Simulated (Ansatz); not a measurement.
**What a change does: single-point calculation on MoS$_{2}$**

System: MoS$_{2}$ (slab, 15 atoms in the cell).
Method of the first run: DFT PBEsol, scalar-relativistic, plane waves, PAW, no spin polarisation (Ansatz 0.2.0).

The structure derives from an entry of the Crystallography Open Database. Text and figures count atoms from 1; the logs count them from 0 in places.

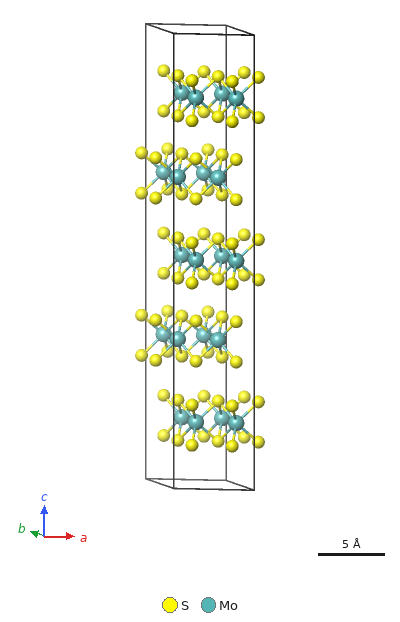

Fig. 1: The structure (ball-and-stick view of the 2 × 2 repeat of the cell, with the vacuum cut short, seen slightly off an axis; bonded neighbours outside the cell are drawn too). An atom can appear more than once, as a periodic image. Near neighbours in the periodic cell (some may lie outside the picture): S has 3 Mo at 2.39 Å; Mo has 6 S at 2.39 Å.

**The input, the first run**
```yaml
crystal:
  lattice:
    - [3.1414322221, 0.0, 0.0]
    - [-1.570716111, 2.7205601086, 0.0]
    - [0.0, 0.0, 43.2758314468]
  atoms:
    - { symbol: S, position: [0.3333333333, 0.6666666667, 0.1733068955] }
    - { symbol: Mo, position: [0.6666666667, 0.3333333333, 0.2093338485] }
    - { symbol: S, position: [0.3333333333, 0.6666666667, 0.2453608015] }
    - { symbol: S, position: [0.6666666667, 0.3333333333, 0.3186399713] }
    - { symbol: Mo, position: [0.3333333333, 0.6666666667, 0.3546669243] }
    - { symbol: S, position: [0.6666666667, 0.3333333333, 0.3906938773] }
    - { symbol: S, position: [0.3333333333, 0.6666666667, 0.463973047] }
    - { symbol: Mo, position: [0.6666666667, 0.3333333333, 0.5] }
    - { symbol: S, position: [0.3333333333, 0.6666666667, 0.536026953] }
    - { symbol: S, position: [0.6666666667, 0.3333333333, 0.6093061227] }
    - { symbol: Mo, position: [0.3333333333, 0.6666666667, 0.6453330757] }
    - { symbol: S, position: [0.6666666667, 0.3333333333, 0.6813600287] }
    - { symbol: S, position: [0.3333333333, 0.6666666667, 0.7546391985] }
    - { symbol: Mo, position: [0.6666666667, 0.3333333333, 0.7906661515] }
    - { symbol: S, position: [0.3333333333, 0.6666666667, 0.8266931045] }
basis:
  ecutwfc: 700
kpoints:
  mp_grid: { grid: [9, 9, 1] }
hamiltonian:
  xc: pbesol
scf:
  occupations: { method: gaussian, width: 0.05 }
output:
  forces: true
  stress: true
  eigenvalues: true
efield:
  axis: 3
  dipole_correction: true
  ramp_width: 0.04
```

Command:
```bash
ansatz run input.yaml --threads 2 --pin off --max-ram 5120MiB --backend cpu --events-out ev --progress --plain --runs-dir out
```

Hardware: 2 threads of AMD EPYC (Zen 3), 144 GiB of memory available, shared host.

**Output, shortened to warnings, some set-up lines, iterations and results (the first run)**
```
Basis set: ecut = 700 eV, 15559 PW (Γ), exchange–correlation on 60×60×750 points (8 copies of the dense FFT grid, shifted against one another)
Symmetry: 6 space group operations
k-points: 12 of 81 (time reversal used)
Initial density: superposition of atomic densities (neutral atoms: chi_scale 0, normalization atom), corrected by the library's trained network
[...]
SCF iter   1: F=—  HF=-33350.830013 eV  |F-HF|=—  |Δ(HF+E_count)|=         —  Δρ=6.05e-3  dr2=1.89e-1  ethr=1.77e-3  p=0.000 e·Å  D=1.53e-13 V/Å  ΔV_dip=-0.00 eV  …
SCF iter   2: F=—  HF=-33350.827132 eV  |F-HF|=—  |Δ(HF+E_count)|=   2.88e-3  Δρ=3.24e-3  dr2=2.67e-2  ethr=1.45e-4  p=0.000 e·Å  D=8.25e-6 V/Å  ΔV_dip=-0.00 eV  …
SCF iter   3: F=—  HF=-33350.829839 eV  |F-HF|=—  |Δ(HF+E_count)|=   2.71e-3  Δρ=1.72e-3  dr2=6.38e-3  ethr=2.05e-5  p=0.000 e·Å  D=8.98e-6 V/Å  ΔV_dip=-0.00 eV  …
SCF iter   4: F=—  HF=-33350.831889 eV  |F-HF|=—  |Δ(HF+E_count)|=   2.05e-3  Δρ=4.39e-4  dr2=1.27e-3  ethr=4.91e-6  p=-0.000 e·Å  D=-1.98e-7 V/Å  ΔV_dip=0.00 eV  …
SCF iter   5: F=—  HF=-33350.831929 eV  |F-HF|=—  |Δ(HF+E_count)|=   3.98e-5  Δρ=1.33e-4  dr2=9.58e-5  ethr=9.77e-7  p=-0.000 e·Å  D=-3.50e-7 V/Å  ΔV_dip=0.00 eV  …
SCF iter   6: F=—  HF=-33350.831917 eV  |F-HF|=—  |Δ(HF+E_count)|=   1.20e-5  Δρ=3.61e-5  dr2=1.06e-5  ethr=7.37e-8  p=0.000 e·Å  D=1.68e-6 V/Å  ΔV_dip=-0.00 eV  …
SCF iter   7: F=—  HF=-33350.831921 eV  |F-HF|=—  |Δ(HF+E_count)|=   4.21e-6  Δρ=1.61e-5  dr2=3.65e-6  ethr=8.19e-9  p=-0.000 e·Å  D=-6.00e-7 V/Å  ΔV_dip=0.00 eV  …
SCF iter   8: F=—  HF=-33350.831922 eV  |F-HF|=—  |Δ(HF+E_count)|=   3.10e-7  Δρ=1.48e-5  dr2=2.22e-6  ethr=2.81e-9  p=0.000 e·Å  D=3.87e-7 V/Å  ΔV_dip=-0.00 eV  …
SCF iter   9: F=—  HF=-33350.831921 eV  |F-HF|=—  |Δ(HF+E_count)|=   2.24e-7  Δρ=3.75e-6  dr2=1.43e-7  ethr=1.71e-9  p=-0.000 e·Å  D=-1.14e-7 V/Å  ΔV_dip=0.00 eV  …
SCF iter  10: F=-33350.831921 eV  HF=-33350.831921 eV  |F-HF|=6.12e-8  |Δ(HF+E_count)|=   1.81e-8  Δρ=2.09e-6  dr2=7.53e-8  ethr=7.69e-11  p=-0.000 e·Å  D=-2.60e-7 V/Å  …
SCF 1 converged in 10 iterations: F = -33350.831921 eV  dr2 = 7.53e-8
SCF converged after 10 iterations
Free energy (F): -33350.831921 eV
Harris-Foulkes:  -33350.831921 eV  (|F-HF|=6.12e-8)
Internal energy: -33350.831921 eV  (E = F + TS)
E sigma→0 (E₀):  -33350.831921 eV
Fermi energy:    6.803663 eV
Dipole field:    D = 0.000003 V/Å  (p = 0.000006 e·Å, saw-weighted, corrected)
Work function:   Φ+ = 4.8441 eV   Φ− = 4.8443 eV
Levels:          The Fermi level and band energies are counted from a zero that moves with the ramp; work functions are not
--- Per-component energies (eV) ---
  E_band       = -1370.680338
  E_kinetic    = 3283.248701
  E_local      = -112914.789728  (includes V_loc(G=0)·N_el)
  E_nonlocal   = 1007.139096
  E_hartree    = 55025.558773
  E_xc         = -1878.960798
  E_vxc        = -2023.610302  (∫ρ·V_xc dr)
  E_paw        = -21559.598444  (= ΣΔE_a)
  E_vpaw       = -773.715404  (= ΣTr[D̂ρ^β])
  E_aug_tail   = -0.000005  (compensation charges beyond the density's cutoff)
  E_efield     = 0.000000  (sawtooth field / dipole correction)
  E_vefield    = 0.000000  (∫n·V_field dr)
  E_ewald      = 43684.904494
  E_core_change = 1.665990  (= ΣΔE_core)
  E_smearing   = -0.000000  (= −TS)
  E_closure    = 0.000000  (closes the sum)
  Σ components = -33350.831921   (vs F -33350.831921, Δ=0.00e0)
--- Forces (eV/Å), atoms counted from 1 ---
  atom   1  S     -0.00000000    -0.00000000     0.02197559
  atom   2  Mo    -0.00000000    -0.00000000    -0.02234615
  atom   3  S     -0.00000000    -0.00000000     0.00066932
  atom   4  S      0.00000000     0.00000000     0.00101909
  atom   5  Mo     0.00000000     0.00000000    -0.00011548
  atom   6  S      0.00000000     0.00000000    -0.00138985
  atom   7  S     -0.00000000    -0.00000000     0.00136664
  atom   8  Mo    -0.00000000    -0.00000000     0.00000153
  atom   9  S     -0.00000000    -0.00000000    -0.00136703
  atom  10  S      0.00000000     0.00000000     0.00138792
  atom  11  Mo     0.00000000     0.00000000     0.00011483
  atom  12  S      0.00000000     0.00000000    -0.00101668
  atom  13  S     -0.00000000    -0.00000000    -0.00067325
  atom  14  Mo    -0.00000000    -0.00000000     0.02234200
  atom  15  S     -0.00000000    -0.00000000    -0.02196940
  max |Σ_I F_I| component: 9.11e-7 eV/Å
--- Stress (GPa, compression-positive) ---
       -0.029332      -0.000000       0.000000
       -0.000000      -0.029332      -0.000000
        0.000000      -0.000000      -0.034192
  P = ⅓ Tr σ = -0.0310 GPa (-0.310 kbar)
```

For the second run the input was changed thus:
```diff
-  ecutwfc: 700
+  ecutwfc: 420
+  write_density: true
+  write_potential: true
+  elf: true
+  volumetric_format: npy
```

What does this change do to the results?

The free energy of the second run is 0.5 meV per atom higher, which measures how much it depends on this numerical setting. More plane waves can only lower the energy of a fixed Hamiltonian, so the higher cutoff gives the lower value. The number of SCF iterations is the same. The plane waves at Γ go from 15559 to 7153. On the same kind of shared host the second run took about 0.52 times as long.

**Output, shortened to warnings, some set-up lines, iterations and results (the second run)**
```
WARN: The output density's exchange-correlation potential varies sharply where the density is thin. Do not read a vacuum level from v_tot or v_xc, or from such a field of the output density. On a cell that repeats whose density bears no net charge and no dipole along the vacuum's axis use v_es (v_loc + v_h of the components); under efield.dipole_correction with no amplitude use v_es + v_field, …
Basis set: ecut = 420 eV, 7153 PW (Γ), exchange–correlation on 48×48×600 points (8 copies of the dense FFT grid, shifted against one another)
Symmetry: 6 space group operations
k-points: 12 of 81 (time reversal used)
Initial density: superposition of atomic densities (neutral atoms: chi_scale 0, normalization atom), corrected by the library's trained network
[...]
SCF iter   1: F=—  HF=-33350.819693 eV  |F-HF|=—  |Δ(HF+E_count)|=         —  Δρ=6.02e-3  dr2=1.87e-1  ethr=1.77e-3  p=0.000 e·Å  D=1.11e-13 V/Å  ΔV_dip=-0.00 eV  …
SCF iter   2: F=—  HF=-33350.819187 eV  |F-HF|=—  |Δ(HF+E_count)|=   5.06e-4  Δρ=3.22e-3  dr2=2.60e-2  ethr=1.44e-4  p=0.000 e·Å  D=1.46e-5 V/Å  ΔV_dip=-0.00 eV  …
SCF iter   3: F=—  HF=-33350.822117 eV  |F-HF|=—  |Δ(HF+E_count)|=   2.93e-3  Δρ=1.71e-3  dr2=6.53e-3  ethr=2.00e-5  p=-0.000 e·Å  D=-1.24e-6 V/Å  ΔV_dip=0.00 eV  …
SCF iter   4: F=—  HF=-33350.824266 eV  |F-HF|=—  |Δ(HF+E_count)|=   2.15e-3  Δρ=3.42e-4  dr2=1.08e-3  ethr=5.03e-6  p=0.000 e·Å  D=5.75e-8 V/Å  ΔV_dip=-0.00 eV  …
SCF iter   5: F=—  HF=-33350.824221 eV  |F-HF|=—  |Δ(HF+E_count)|=   4.41e-5  Δρ=1.32e-4  dr2=1.02e-4  ethr=8.34e-7  p=-0.000 e·Å  D=-2.01e-6 V/Å  ΔV_dip=0.00 eV  …
SCF iter   6: F=—  HF=-33350.824240 eV  |F-HF|=—  |Δ(HF+E_count)|=   1.85e-5  Δρ=3.67e-5  dr2=9.74e-6  ethr=7.85e-8  p=-0.000 e·Å  D=-1.28e-6 V/Å  ΔV_dip=0.00 eV  …
SCF iter   7: F=—  HF=-33350.823814 eV  |F-HF|=—  |Δ(HF+E_count)|=   4.25e-4  Δρ=1.28e-5  dr2=2.79e-6  ethr=7.49e-9  p=0.000 e·Å  D=1.66e-6 V/Å  ΔV_dip=-0.00 eV  …
SCF iter   8: F=—  HF=-33350.823815 eV  |F-HF|=—  |Δ(HF+E_count)|=   4.08e-7  Δρ=1.16e-5  dr2=1.97e-6  ethr=2.14e-9  p=-0.000 e·Å  D=-2.92e-6 V/Å  ΔV_dip=0.00 eV  …
SCF iter   9: F=—  HF=-33350.823815 eV  |F-HF|=—  |Δ(HF+E_count)|=   1.66e-7  Δρ=4.19e-6  dr2=1.68e-7  ethr=1.51e-9  p=-0.000 e·Å  D=-1.76e-8 V/Å  ΔV_dip=0.00 eV  …
SCF iter  10: F=-33350.823815 eV  HF=-33350.823815 eV  |F-HF|=6.90e-8  |Δ(HF+E_count)|=   2.33e-8  Δρ=2.65e-6  dr2=8.37e-8  ethr=7.69e-11  p=0.000 e·Å  D=6.43e-8 V/Å  …
SCF 1 converged in 10 iterations: F = -33350.823815 eV  dr2 = 8.37e-8
WARN: The output density's exchange-correlation potential varies sharply where the density is thin. Do not read a vacuum level from v_tot or v_xc, or from such a field of the output density. On a cell that repeats whose density bears no net charge and no dipole along the vacuum's axis use v_es …
SCF converged after 10 iterations
Free energy (F): -33350.823815 eV
Harris-Foulkes:  -33350.823815 eV  (|F-HF|=6.90e-8)
Internal energy: -33350.823815 eV  (E = F + TS)
E sigma→0 (E₀):  -33350.823815 eV
Fermi energy:    6.803725 eV
Dipole field:    D = -0.000003 V/Å  (p = -0.000007 e·Å, saw-weighted, corrected)
Work function:   Φ+ = 4.8444 eV   Φ− = 4.8443 eV
Levels:          The Fermi level and band energies are counted from a zero that moves with the ramp; work functions are not
--- Per-component energies (eV) ---
  E_band       = -1370.648128
  E_kinetic    = 3283.210383
[...]
```

**The two runs side by side**

```csv
quantity,the first run,the second run
outcome,converged,converged
free energy per atom (eV),−2223.3888,−2223.3883
gap on the mesh (eV),1.15,1.15
work function (eV),4.84,4.84
largest force (eV/Å),0.022,0.022
SCF iterations,10,10
irreducible k-points,12,12
plane waves at Γ,15559,7153
wall time (shared host),57 s,30 s
```

For the second run: Warnings: the exchange-correlation potential is rough where the density is thin.
